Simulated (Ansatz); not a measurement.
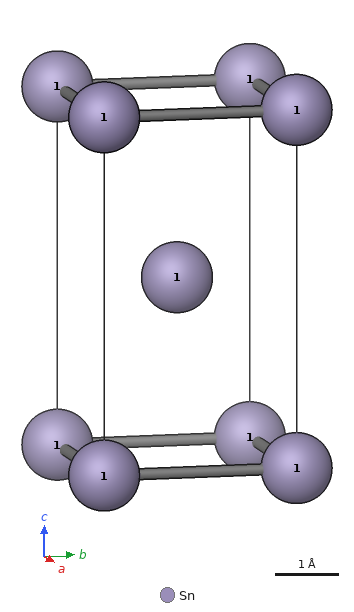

The starting point is a symmetric starting cell of Sn. A ball-and-stick model of the conventional cell (2 times the calculation's cell), seen slightly off an axis. Lengths and directions refer to the drawn axes.

Method: DFT PBE, scalar-relativistic, plane waves, PAW in Ansatz. Set-up: plane-wave cutoff 420 eV; k-point mesh 18 × 18 × 18; occupations gaussian; smearing width 0.1 eV; no spin polarisation.

Change: The cell is strained by +4.6 % along c and −1.4 % across it (volume +1.7 %), the atoms keeping their fractional coordinates. No relaxation follows. The starting cell wasn't computed here and needn't be at equilibrium, so pressure and forces aren't due to the change alone.

The input:
```yaml
crystal:
  lattice:
    - [-1.5685272225, 1.5685272225, 3.0498573695]
    - [1.5685272225, -1.5685272225, 3.0498573695]
    - [1.5685272225, 1.5685272225, -3.0498573695]
  atoms:
    - { symbol: Sn, position: [0.0, 0.0, 0.0] }
basis:
  ecutwfc: 420
kpoints:
  mp_grid: { grid: [18, 18, 18] }
hamiltonian:
  xc: pbe
scf:
  occupations: { method: gaussian, width: 0.1 }
output:
  forces: true
  stress: true
  eigenvalues: true
```

Question: Predict the response.

Answer: Among the bonded contacts that change: Sn–Sn 3.182 → 3.137 Å. The space group stays I4/mmm (No. 139). The pressure is −1.7 GPa (not all of it need come from the change, since the unchanged cell can be under pressure at this level too). The principal stresses (compression positive) are −4.1 GPa along c and −0.6 GPa across it. All forces vanish by symmetry.

Drawn alike, the variant:

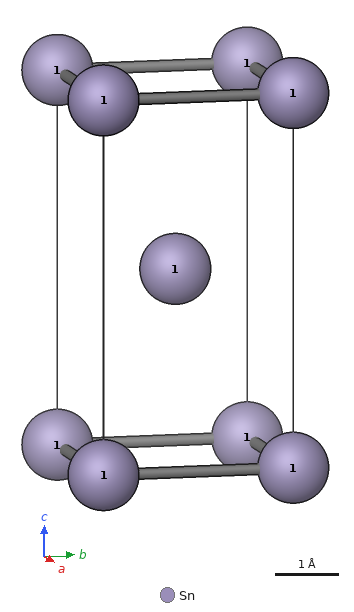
